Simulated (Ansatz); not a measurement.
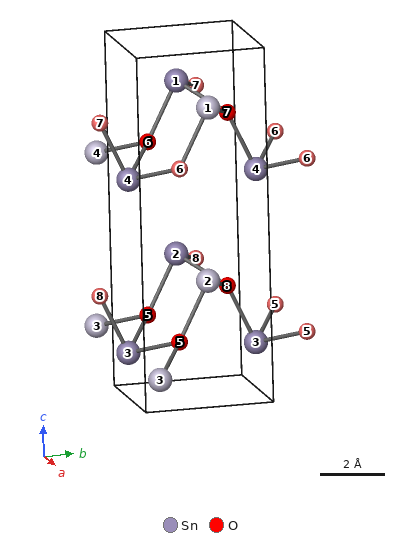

*The structure as given in the input (ball-and-stick view of the cell of the calculation, set on other vectors, seen slightly off an axis; neighbours outside the cell are drawn fainter; atoms are numbered from 1 in the order of the input).*

Near neighbours in the crystal (not all of them lie inside the picture): Sn has 3 O at 2.15 to 2.16 Å; O has 3 Sn at 2.15 to 2.16 Å.

# Run report: SnO, single-point calculation

System: SnO (8 atoms in the cell).
Method: DFT r2SCAN, scalar-relativistic, plane waves, PAW, no spin polarisation (Ansatz 0.2.0).

The structure derives from a Materials Project entry. It belongs to a series of runs on one base structure; here: the crystal above the cut slid by 0.3 of the vector 0 a1 + 1 a2 (3.355 Å). Figures and captions count atoms from 1; the log counts them from 0 in places.

Log:
```
Engine: ansatz 0.2.0, x86_64-unknown-linux-gnu
Pseudopotentials: kind: paw
Pseudopotential: Sn, paw, valence charge 14, recommended cutoff 500 eV (meta_gga), Sn.paw.azcp
Pseudopotential: O, paw, valence charge 6, recommended cutoff 500 eV (meta_gga), O.paw.azcp
Functional definition: r2SCAN
  parameter k0 = 0.174
  parameter k1 = 0.065
  parameter a1 = 4.9479
  exchange = r2scan_x(k0 = k0, k1 = k1, a1 = a1)
  correlation = r2scan_c
Crystal: 8 atoms, lattice volume = 160.744 Å³
Basis set: ecut = 500 eV, 4077 PW (Γ), exchange–correlation on 128×100×360 points (64 copies of the dense FFT grid, shifted against one another)
Bands: 48, of which v1, the nominal top of the filled ones, is band 40 counted from 1 (39 counted from 0)
Symmetry: 2 space group operations
Space group: P21 (ITA 4), of the structure as read, at distance tolerance 5.4e-5 Å
k-points: 52 of 144 (time reversal used)
Non-local potential: Sn, projectors of the file, l = 0: 2, l = 1: 2, l = 2: 2, l = 3: 2
Non-local potential: O, projectors of the file, l = 0: 2, l = 1: 2, l = 2: 1
PAW form: soft (Blöchl's): semilocal exchange-correlation on the pseudo side does not see the compensation charge
PAW frozen core: Sn, regenerated for the run's functional (the file was generated under x = pbe(κ = 0.804, μ = 0.2195149727645171), c = pbe(β = 0.06672455060314922))
PAW frozen core: O, regenerated for the run's functional (the file was generated under x = pbe(κ = 0.804, μ = 0.2195149727645171), c = pbe(β = 0.06672455060314922))
PAW one-centre angular grid: Sn, 590 points (default); XC on 249 of its mesh's 2787 points in the sphere
PAW one-centre angular grid: O, 302 points (default); XC on 160 Gauss nodes
Initial density: superposition of atomic densities (neutral atoms: chi_scale 0, normalization atom), corrected by the library's trained network
Initial wavefunctions: pseudopotential atomic-orbital guess
Functional: x = r2scan, c = r2scan; τ floored in thin density (d = 2e-4 eV/Å³)
SCF iter   1: F=—  HF=-26428.543312 eV  |F-HF|=—  |Δ(HF+E_count)|=         —  Δρ=7.13e-3  dr2=7.79e-2  dr2_τ=1.98e-1  ethr=1.77e-3  ⟨swp⟩=6.3  Hψ=9920  notcnv=0  defer=2
preconditioner: auto → Resta (q_TF=auto, 2.429 Å⁻¹)  ε∞=3.0  [insulator: Δε(μ)=1.662 eV  Ē_g=18.584 eV  σ=0.050 eV  W_gap=1.00  n_scr=42 (ndim 8)  ℏωp=26.2 eV  f_vac=0.017  D(μ)=0.00/eV (n_scr^D=0)  ε∞_Penn≈3.0]
SCF iter   2: F=—  HF=-26428.652932 eV  |F-HF|=—  |Δ(HF+E_count)|=   1.10e-1  Δρ=4.26e-3  dr2=1.98e-2  dr2_τ=1.17e-3  ethr=9.74e-5  ⟨swp⟩=2.1  Hψ=4190  notcnv=0  defer=182
SCF iter   3: F=—  HF=-26428.653565 eV  |F-HF|=—  |Δ(HF+E_count)|=   6.33e-4  Δρ=8.14e-4  dr2=1.07e-3  dr2_τ=1.55e-4  ethr=2.47e-5  ⟨swp⟩=2.1  Hψ=4398  notcnv=0  defer=130
automatic band count: iteration 3 solves 47 bands in place of 48: the levels show a gap, and the empty bands left out lie too high to hold charge; the band table lists the bands solved (type scf.n_extra_bands for more)
SCF iter   4: F=—  HF=-26428.653745 eV  |F-HF|=—  |Δ(HF+E_count)|=   1.80e-4  Δρ=3.92e-4  dr2=2.29e-4  dr2_τ=2.35e-5  ethr=1.33e-6  ⟨swp⟩=2.0  Hψ=3354  notcnv=0  defer=130
SCF iter   5: F=—  HF=-26428.653740 eV  |F-HF|=—  |Δ(HF+E_count)|=   4.65e-6  Δρ=1.42e-4  dr2=2.81e-5  dr2_τ=3.46e-6  ethr=2.86e-7  ⟨swp⟩=2.0  Hψ=3308  notcnv=0  defer=130
SCF iter   6: F=—  HF=-26428.653699 eV  |F-HF|=—  |Δ(HF+E_count)|=   4.12e-5  Δρ=6.48e-5  dr2=6.70e-6  dr2_τ=6.28e-7  ethr=3.52e-8  ⟨swp⟩=2.0  Hψ=3295  notcnv=0  defer=130
SCF iter   7: F=—  HF=-26428.653699 eV  |F-HF|=—  |Δ(HF+E_count)|=   2.60e-7  Δρ=1.82e-5  dr2=5.66e-7  dr2_τ=7.80e-8  ethr=8.37e-9  ⟨swp⟩=2.0  Hψ=3295  notcnv=0  defer=130
SCF iter   8: F=-26428.653700 eV  HF=-26428.653700 eV  |F-HF|=5.47e-8  |Δ(HF+E_count)|=   1.22e-7  Δρ=5.40e-6  dr2=3.64e-8  dr2_τ=2.20e-9  ethr=1.25e-10  ⟨swp⟩=11.0  Hψ=10792  notcnv=0
SCF 1 converged in 8 iterations: F = -26428.653700 eV  dr2 = 3.64e-8
  greatest PAW one-centre occupation: 0.993 electrons in one spin orbital (limit 2), on the Sn atom at site 2 (counted from 0), in its partial waves of l = 2
```

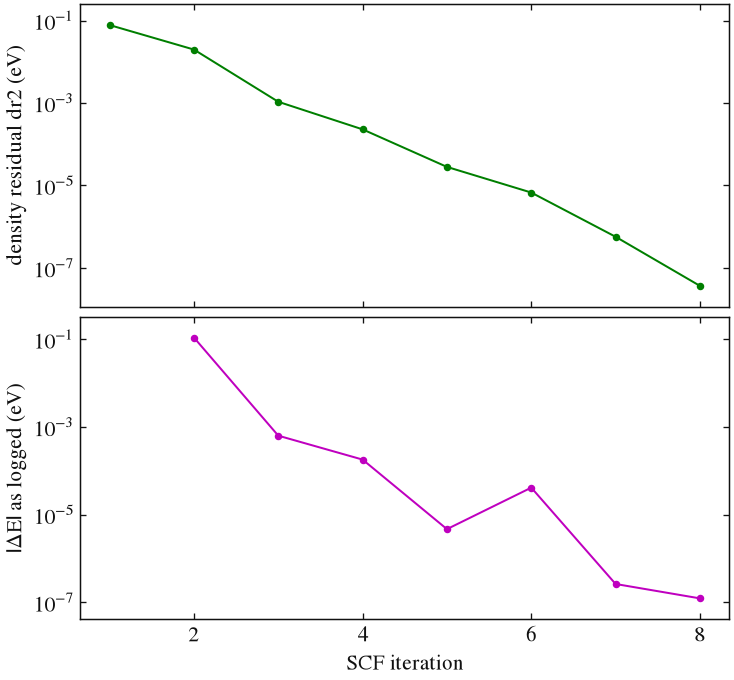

*Convergence of the self-consistent field: density residual dr2 and size of the energy change against the SCF iteration.*

The residual falls at every step.

```
SCF converged after 8 iterations
Free energy (F): -26428.653700 eV
Harris-Foulkes:  -26428.653700 eV  (|F-HF|=5.47e-8)
Internal energy: -26428.653700 eV  (E = F + TS)
E sigma→0 (E₀):  -26428.653700 eV
Fermi energy:    7.960790 eV
--- Per-component energies (eV) ---
  E_band       = -567.113157
  E_kinetic    = 1443.919464
  E_local      = -6049.838525  (includes V_loc(G=0)·N_el)
  E_nonlocal   = 59.231515
  E_hartree    = 3181.502865
  E_xc         = -1790.806475
  E_vxc        = -837.612179  (∫ρ·V_xc dr)
  E_paw        = -17274.922202  (= ΣΔE_a)
  E_vpaw       = -1599.425962  (= ΣTr[D̂ρ^β])
  E_aug_tail   = 0.004020  (compensation charges beyond the density's cutoff)
  E_vtau       = 53.604422  (kinetic-family band-sum trace: ∫τ·v_τ [+ j·A + Jᵃ·Aᵃ] dr)
  E_ewald      = -6000.557877
  E_core_change = 2.813516  (= ΣΔE_core)
  E_smearing   = -0.000000  (= −TS)
  E_closure    = 0.000000  (closes the sum)
  Σ components = -26428.653700   (vs F -26428.653700, Δ=0.00e0)
--- Forces (eV/Å), atoms counted from 1 ---
  atom   1  Sn    -0.05392120    -0.62515071    -0.19349509
  atom   2  Sn     0.00678848    -0.59277254    -0.21448943
  atom   3  Sn     0.05392120     0.62515071    -0.19349509
  atom   4  Sn    -0.00678848     0.59277254    -0.21448943
  atom   5  O      0.00409672     0.09991686     0.18964340
  atom   6  O      0.02140720     0.15007675     0.21836119
  atom   7  O     -0.00409672    -0.09991686     0.18964340
  atom   8  O     -0.02140720    -0.15007675     0.21836119
  max |Σ_I F_I| component: 4.01e-5 eV/Å
--- Stress (GPa, compression-positive) ---
       -4.000604       0.101991       0.000000
        0.101991      -2.458344       0.000000
        0.000000       0.000000      -2.359816
  P = ⅓ Tr σ = -2.9396 GPa (-29.396 kbar)
--- Band table (eV; the first three rows and the last of 52) ---
  k-point 0: bands = ["-14.8976", "-14.8905", "-14.5027", "-14.5020", "-14.3977", "-14.3891", "-14.3779", "-14.3767", "-14.3513", "-14.3500", "-14.3174", "-14.3059", "-14.2869", "-14.2814", "-14.2780", "-14.2726", "-14.2526", "-14.2411", "-14.2368", "-14.2351", "-12.7568", "-12.7430", "-11.0308", "-11.0166", "-1.1363", "-0.5106", "1.1551", "2.6445", "2.7517", "2.8691", "3.0060", "3.1114", "3.1227", "3.4240", "4.2799", "4.2881", "4.8807", "5.3787", "5.5735", "7.1074", "10.1217", "10.6676", "10.8210", "11.3372", "12.3466", "12.7504", "13.4303"]
  k-point 1: bands = ["-14.8959", "-14.8922", "-14.5041", "-14.5006", "-14.3959", "-14.3914", "-14.3783", "-14.3762", "-14.3517", "-14.3497", "-14.3146", "-14.3083", "-14.2843", "-14.2818", "-14.2788", "-14.2755", "-14.2477", "-14.2418", "-14.2394", "-14.2350", "-12.7534", "-12.7465", "-11.0272", "-11.0201", "-1.0202", "-0.7227", "1.5357", "2.2738", "2.6779", "2.7269", "3.1071", "3.1259", "3.2965", "3.4076", "4.2772", "4.2908", "4.8993", "5.0359", "6.1940", "6.8577", "9.9843", "10.2780", "11.1808", "11.8853", "12.1104", "12.9857", "13.0400"]
  k-point 2: bands = ["-14.8919", "-14.8864", "-14.4981", "-14.4974", "-14.4243", "-14.4213", "-14.3898", "-14.3849", "-14.3568", "-14.3528", "-14.3163", "-14.3077", "-14.2909", "-14.2868", "-14.2792", "-14.2695", "-14.2644", "-14.2626", "-14.2481", "-14.2334", "-12.5965", "-12.5834", "-11.0113", "-10.9970", "-1.0689", "-0.4855", "1.2033", "2.3841", "2.5555", "2.8276", "2.8445", "2.8739", "3.0381", "3.5449", "4.3146", "4.3837", "4.8354", "5.4763", "5.6400", "7.1166", "10.4490", "10.9045", "11.1113", "11.5676", "12.1047", "12.8425", "13.1902"]
  k-point 51: bands = ["-14.8787", "-14.8787", "-14.8719", "-14.8719", "-14.3882", "-14.3882", "-14.3854", "-14.3854", "-14.3100", "-14.3100", "-14.3070", "-14.3070", "-14.2951", "-14.2951", "-14.2904", "-14.2904", "-14.2150", "-14.2150", "-14.2124", "-14.2124", "-11.2680", "-11.2680", "-11.2486", "-11.2486", "-0.2606", "-0.2606", "-0.2482", "-0.2482", "2.7690", "2.7690", "2.8282", "2.8282", "3.6181", "3.6181", "3.7383", "3.7383", "6.0895", "6.0895", "6.3834", "6.3834", "9.5278", "9.5278", "9.9168", "9.9168", "11.5320", "11.5320", "12.2097"]
```

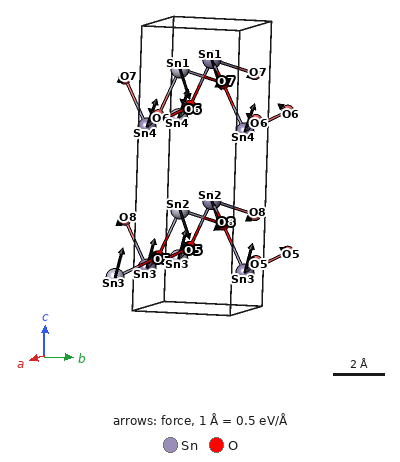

*Forces on the atoms as black arrows (ball-and-stick view of the cell of the calculation, set on other vectors, seen slightly off an axis; neighbours outside the cell are drawn fainter; atoms are numbered from 1 in the order of the input).*

The largest act on Sn1, Sn3 (0.66 eV/Å); Sn2, Sn4 (0.63 eV/Å); O6, O8 (0.27 eV/Å); O5, O7 (0.21 eV/Å). The geometry is not a stationary point of this energy.

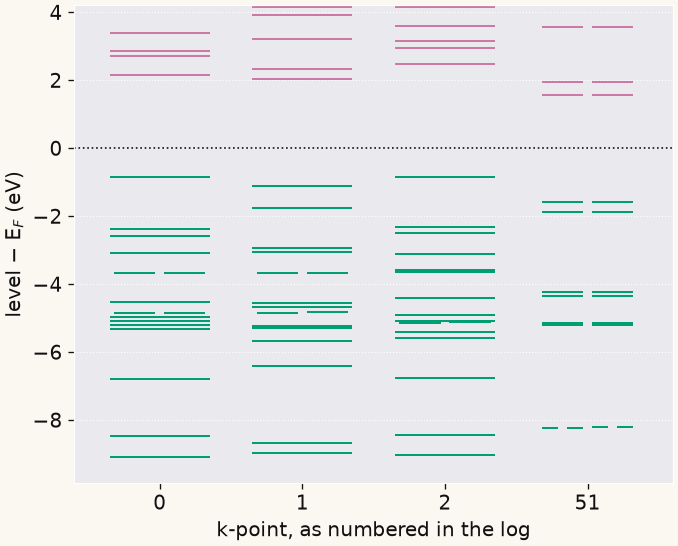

*Kohn–Sham levels near the Fermi level (dotted) at the few k-points that the log prints; levels within 0.02 eV of each other stand side by side.*

Among these points the highest filled and lowest empty levels are 2.41 eV apart; the gap on the full mesh, 1.69 eV, has an edge at a point that isn't printed.

The run was set up as follows.

The input:
```yaml
crystal:
  lattice:
    - [0.0, 0.0, -4.22197]
    - [-3.355005, 0.0, 0.0]
    - [-1.0065015, 11.348208, 0.0]
  atoms:
    - { symbol: Sn, position: [0.486856, -0.25978635, 0.8659545] }
    - { symbol: Sn, position: [0.486856, -0.10978635, 0.3659545] }
    - { symbol: Sn, position: [0.986856, 0.45978635, 0.1340455] }
    - { symbol: Sn, position: [0.986856, 0.30978635, 0.6340455] }
    - { symbol: O, position: [0.263143, -0.0586875, 0.195625] }
    - { symbol: O, position: [0.263143, -0.2086875, 0.695625] }
    - { symbol: O, position: [0.763143, 0.2586875, 0.804375] }
    - { symbol: O, position: [0.763143, 0.4086875, 0.304375] }
basis:
  ecutwfc: 500
kpoints:
  mp_grid: { grid: [6, 8, 3] }
hamiltonian:
  xc: r2scan
scf:
  occupations: { method: gaussian, width: 0.05 }
output:
  forces: true
  stress: true
  eigenvalues: true
```

Run as:
```bash
ansatz run input.yaml --threads 2 --pin off --max-ram 5120MiB --backend cpu --events-out ev --progress --plain --runs-dir out
```

Results in brief:

```tsv
quantity	value
outcome	converged
space group (tolerance 0.01 Å)	P2₁ (4)
electrons treated	80
free energy	−26428.6537 eV
Fermi energy	7.961 eV
gap on the k-point mesh	1.69 eV
pressure	−2.94 GPa
largest force (length of the vector)	0.657 eV/Å
hardware	2 threads of Oxide Virtual Turin-like (Zen 5), 32 GiB of memory available, shared host
wall time	28 s (CPU time 55 s)
peak memory	0.88 GiB
```
